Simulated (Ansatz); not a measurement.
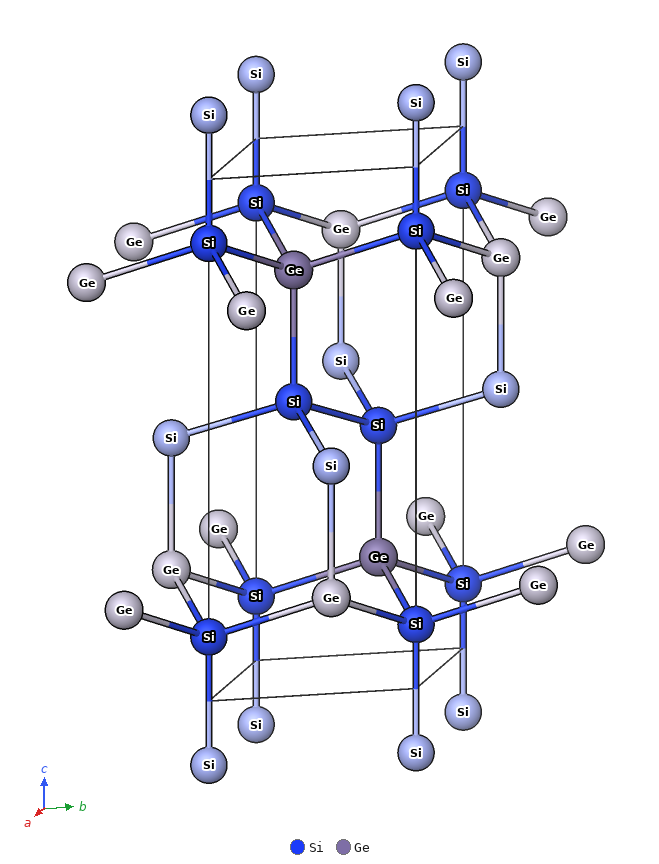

Crystal structure, ball-and-stick style, seen slightly off an axis. The parallelepiped is the conventional unit cell. Atoms outside the box are added where they are bonded to one inside, in fainter colours.

Si2Ge, space group P-3m1 (No. 164), a = 3.897 Å, b = 3.897 Å, c = 9.542 Å, α = 90.00°, β = 90.00°, γ = 120.00°. Starting structure: a structure type filled with these elements by a generator (whether the compound takes this form wasn't checked). Earlier steps of the study, as a rule a relaxation of our own, may have changed the cell and positions, so they can lie some per cent off the listed ones. It went into a calculation with Ansatz.

This one geometry was computed with Ansatz (DFT, plane waves, PAW) at five levels of theory: PBE0, HSE06, PBE, r2SCAN and PBE with spin-orbit coupling. It was relaxed beforehand with r2SCAN.

Which level gives the highest pressure at this volume, and what does that say about its equilibrium volume?

Highest: PBE (2.0 GPa) and PBE with spin-orbit coupling (2.0 GPa), which points to the largest equilibrium volume. Lowest, with the smallest volume: PBE0 (-0.1 GPa), HSE06 (0.1 GPa) and r2SCAN (0.0 GPa). Levels within 0.5 GPa of each other can't be told apart.

How does the band gap change with the level of theory?

PBE with spin-orbit coupling: a gap of 0.49 eV, indirect; PBE: a gap of 0.57 eV, indirect; r2SCAN: a gap of 0.74 eV, indirect; HSE06: a gap of 1.08 eV, indirect; PBE0: a gap of 1.71 eV, indirect.

Collect the results in a table.

| level | cutoff (eV) | k-mesh of the run's cell | gap (eV) | pressure (GPa) |
| --- | --- | --- | --- | --- |
| PBE0 | 420 | 6×6×2 | 1.71 | -0.1 |
| HSE06 | 420 | 6×6×2 | 1.08 | 0.1 |
| PBE | 420 | 12×12×4 | 0.57 | 2.0 |
| r2SCAN | 500 | 12×12×4 | 0.74 | 0.0 |
| PBE with spin-orbit coupling | 420 | 12×12×4 | 0.49 | 2.0 |

Gaps are taken on the k-mesh or band path of each run.
